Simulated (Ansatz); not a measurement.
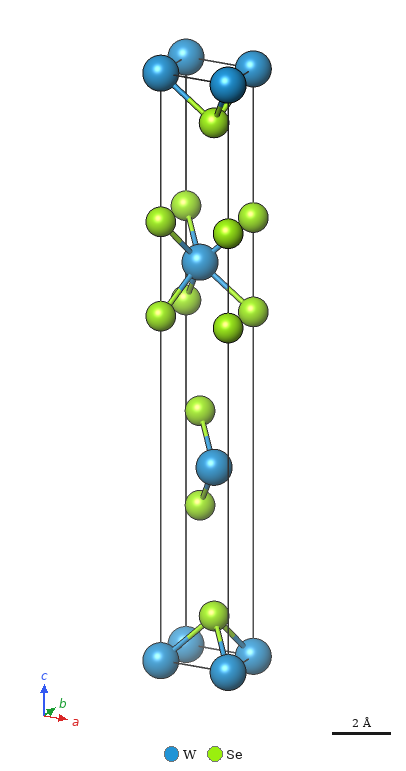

Crystal structure, ball-and-stick style, seen slightly off an axis. The frame is the conventional unit cell; atoms at its boundary are shown with their periodic copies.

WSe2, space group R3m (No. 160), a = 3.32 Å, b = 3.32 Å, c = 20.68 Å, α = 90.00°, β = 90.00°, γ = 120.00°.

Computational set-up: Ansatz, DFT r2SCAN, scalar-relativistic, plane waves, PAW, a 500 eV plane-wave basis, k-points about 0.23 Å⁻¹ apart, Gaussian smearing of 0.02 eV, no spin polarisation.

### Is the electronic structure metallic or gapped?

A semiconductor at this level, with a gap of 1.37 eV.

### Would the cell expand or shrink if it could?

The computed pressure is 0.0 GPa, close to zero.

Origin of the cell: a structure listed in the Materials Project, with elements exchanged, so it need not be a known form of the compound. Earlier steps of the study, as a rule a relaxation of our own, may have changed the cell and positions, so they can lie some per cent off the listed ones. Ansatz was used for an electronic-structure calculation on it.
